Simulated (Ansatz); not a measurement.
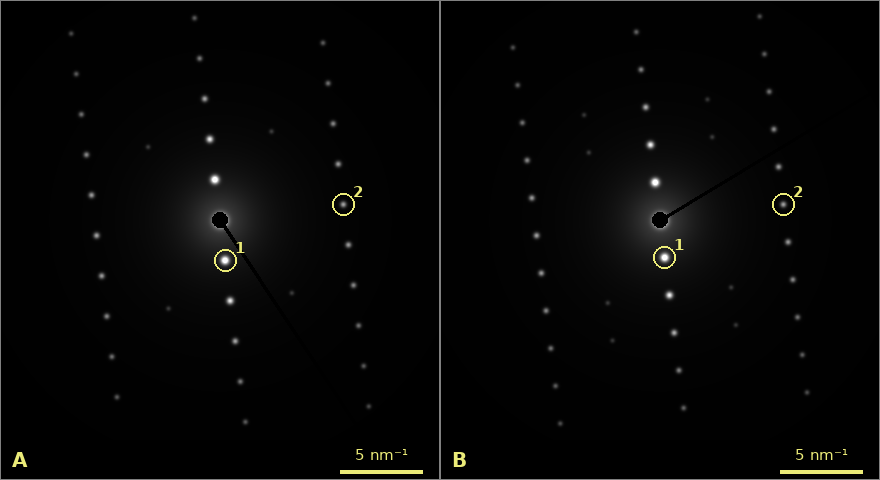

Kinematic electron diffraction patterns (200 kV, B = 0.5 Å², same scale) along [100] of the run's own cell, for the start and the end of one relaxation of BN with DFT PBE, scalar-relativistic, plane waves, PAW in Ansatz. k mesh 6×6×8. The start is a generated model structure, and the relaxation ends in the nearest stationary point of its symmetry, not necessarily the ground state. Spot 1 is 0 -1 0 and spot 2 is 0 0 -2 in both.

Start structure:

```
CELL_PARAMETERS angstrom
2.78128 -2.88600 0.00000
2.78128 2.88600 0.00000
0.00000 0.00000 2.62273
ATOMIC_POSITIONS crystal
B 0.50000 0.50000 0.00000
N 0.50000 0.50000 0.50000
```

> Which pattern belongs to the start structure, and which to the relaxed one?

A is the start: its cell gives d(1) = 4.005 Å, d(2) = 1.311 Å and an angle of 90.0°. B is the relaxed structure, with d(1) = 4.303 Å (+7.4 %), d(2) = 1.311 Å (-0.0 %) and 90.0°.

> What did the relaxation do to the structure and the energy?

The volume changed by +15.4 % to 24.29 Å³ an atom; the fractional coordinates hardly changed; the space group stayed Cmmm (No. 65); the free energy fell by 2.7 meV an atom. Relaxed cell: a = 4.306 Å, b = 4.306 Å, c = 2.622 Å, α = 90.00°, β = 90.00°, γ = 92.36°.
